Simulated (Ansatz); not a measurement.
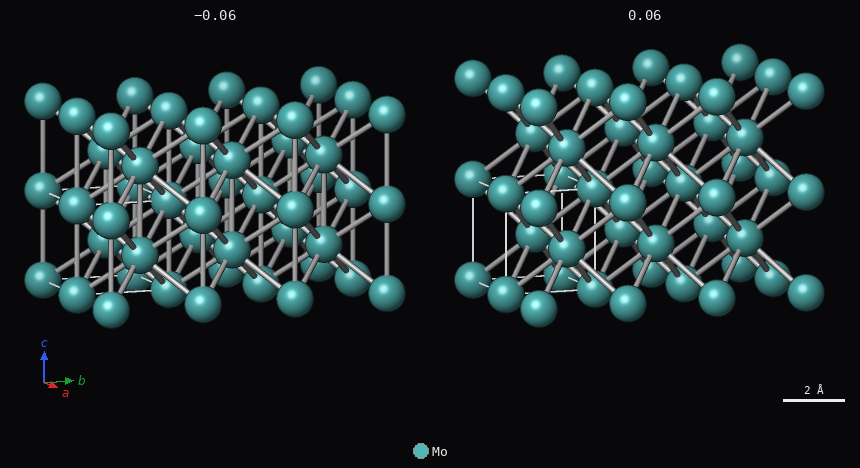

A crystal of Mo (set up in Im-3m), under uniaxial strain along c (a, b relaxed, atoms fixed by symmetry), with energies (extrapolated to zero smearing) counted from the relaxed crystal, which is the row at zero. The picture shows the first and the last member. The picture is a ball-and-stick view of the cell of the calculation, repeated 2 × 3 × 2 with one cell outlined, seen slightly off an axis.

Computed with Ansatz 0.2.0: DFT PBE, scalar-relativistic, plane waves, PAW. Set-up: plane-wave cutoff 420 eV; k-point mesh 16 × 16 × 16; occupations gaussian; smearing width 0.1 eV; no spin polarisation; force threshold 0.008 eV/Å.

```csv
strain,energy (meV/atom),a (Å),c (Å)
−0.06,74.20,3.216,2.971
−0.04,32.21,3.196,3.034
−0.02,7.94,3.178,3.097
0.0,0.00,3.161,3.161
0.02,7.47,3.145,3.224
0.04,?,?,?
0.06,59.35,3.114,3.350
```

Fill in the missing row.

Answer. A parabola through three neighbouring rows (0.0, 0.02, 0.06) gives, with Lagrange weights, (−0.3333)(0.00) + (1.0000)(7.47) + (0.3333)(59.35) = 27.25 meV/atom. The calculation gives 28.06 meV/atom (a = 3.130 Å, c = 3.287 Å). The estimate is 0.81 meV/atom too low. From the first member to the last: Mo–Mo 2.971 → 3.350 Å, Mo–Mo 2.716 → 2.767 Å.

The whole series:

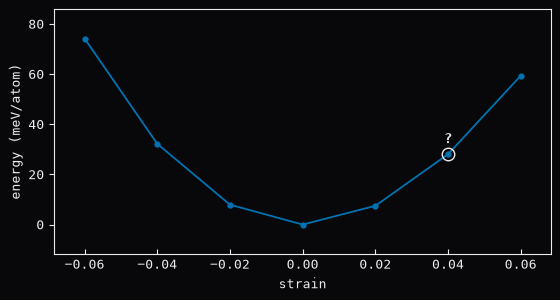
